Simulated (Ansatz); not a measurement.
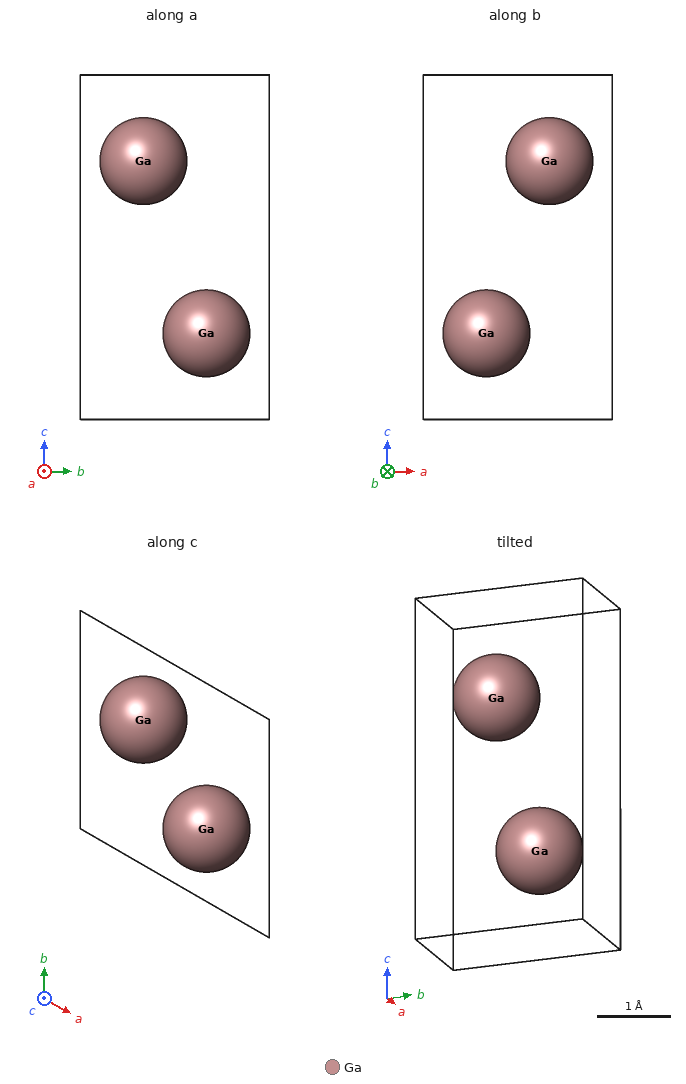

A spheres-only rendering, viewed along the a axis, along the b axis, along the c axis and slightly off an axis. One conventional unit cell is framed, with atoms on its boundary repeated.

Lattice parameters: a = 3.0099 Å, b = 3.0099 Å, c = 4.7519 Å, α = 90.000°, β = 90.000°, γ = 120.000°.

### From the views, write a CIF with its space group and independent sites.

```cif
data_structure
_symmetry_space_group_name_H-M 'P 63/m m c'
_symmetry_Int_Tables_number 194
_cell_length_a 3.0099
_cell_length_b 3.0099
_cell_length_c 4.7519
_cell_angle_alpha 90.000
_cell_angle_beta 90.000
_cell_angle_gamma 120.000
_cell_volume 37.28
loop_
_atom_site_label
_atom_site_type_symbol
_atom_site_symmetry_multiplicity
_atom_site_Wyckoff_symbol
_atom_site_fract_x
_atom_site_fract_y
_atom_site_fract_z
_atom_site_occupancy
Ga1 Ga 2 c 0.3333 0.6667 0.2500 1
```

The structure comes from a structure type filled with this element by a generator (whether the element takes this form wasn't checked). Earlier steps of the study may have refined or changed the cell and positions. It went into a calculation with Ansatz.
